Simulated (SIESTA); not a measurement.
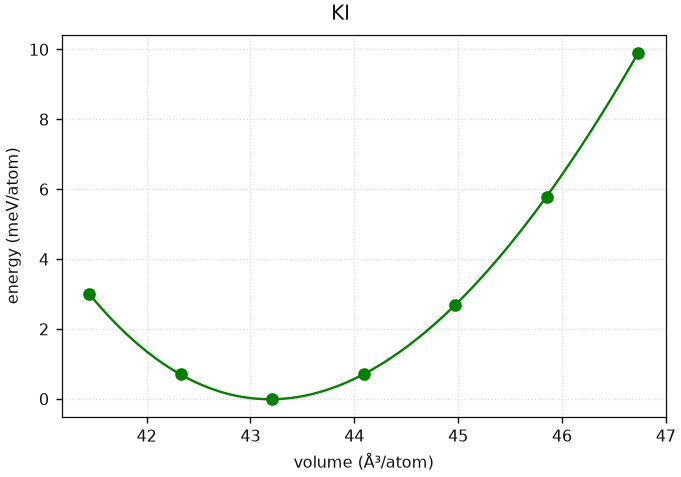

The picture above shows the energy against volume for KI, space group Fm-3m (No. 225).

Cell as given: a = 4.996 Å, b = 4.996 Å, c = 4.996 Å, α = 60.00°, β = 60.00°, γ = 60.00°; 2 atoms.

Method: DFT in numerical atomic orbitals with pseudopotentials, no spin polarisation; energies at scaled volumes of the given cell, shape and fractions fixed, counted from the fit's minimum, third-order Birch-Murnaghan fit (SIESTA 5.4.2). Level: PBEsol.

```json
{"setting": "k mesh", "value": "7×7×7"}
{"setting": "occupations", "value": "Fermi–Dirac"}
{"setting": "smearing width", "value": "0.05 eV"}
{"setting": "potentials", "value": "PseudoDojo 0.4 standard, converted to PSML, two zetas on semicore shells"}
{"setting": "program settings", "value": "basis DZP, mesh cutoff 800 Ry"}
```

This calculation gives: equilibrium volume 43.19 Å³/atom and bulk modulus 12.7 GPa.

Now I is replaced by F on all its sites, which gives KF in the same structure. The second calculation uses k mesh 9×9×9. Predict the effect.

The equilibrium volume falls from 43.19 to 18.39 Å³/atom (−57 %) and the bulk modulus rises from 12.7 to 38.9 GPa (+206 %).

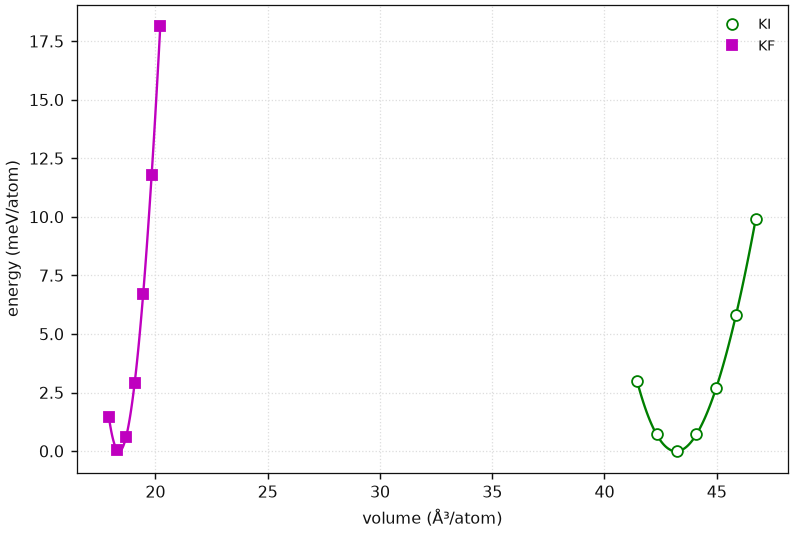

The two results together.

For both, limits of the calculation: mulliken charges of long orbitals.

V0 and the bulk modulus come from third-order Birch–Murnaghan fits.
